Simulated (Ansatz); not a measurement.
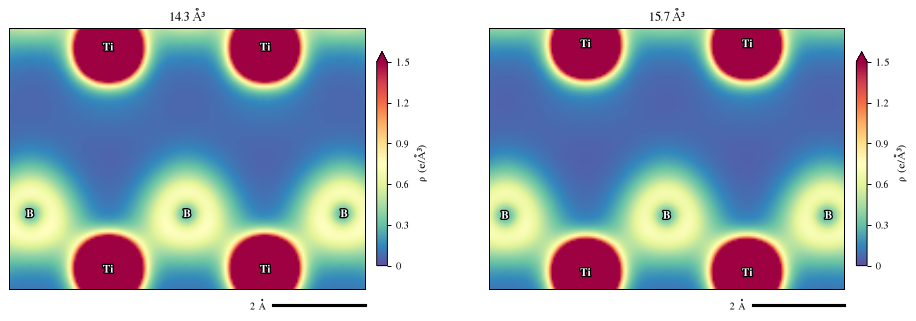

TiB. The valence pseudo-density of cells scaled evenly to different volumes (given per atom above each panel), on the (011̄) plane of each (indices in the axes of the cell below), at one length scale and on one colour scale.

Computed without spin polarisation.

Method: Ansatz 0.2.0, DFT PBEsol, scalar-relativistic, plane waves, PAW.

The largest cell:

```
Ti B
1.0
     0.00000    2.50146    2.50146
     2.50146    0.00000    2.50146
     2.50146    2.50146    0.00000
Ti B
1 1
Direct
  0.75000 0.75000 0.75000
  0.00000 0.00000 0.00000
```

| volume (Å³/atom) | Ti–B contact in the plane (Å) | ρ at its midpoint (e/Å³) | pressure (GPa) | 
| --- | --- | --- | --- |
| 14.32 | 2.103 | 0.556 | 3.5 | 
| 14.77 | 2.125 | ? | ? | 
| 15.65 | 2.166 | 0.500 | −5.6 | 

Question: What values belong in the row with question marks?

Answer: Over the known rows ln ρ falls by 1.69 per Å of Ti–B distance (the line through the two), which gives 0.536 e/Å³ at 2.125 Å; the calculation gives 0.536 e/Å³. For the pressure, a straight line in volume between the neighbouring rows gives 0.4 GPa; the calculation gives 0.0, lower because pressure rises ever faster on compression.
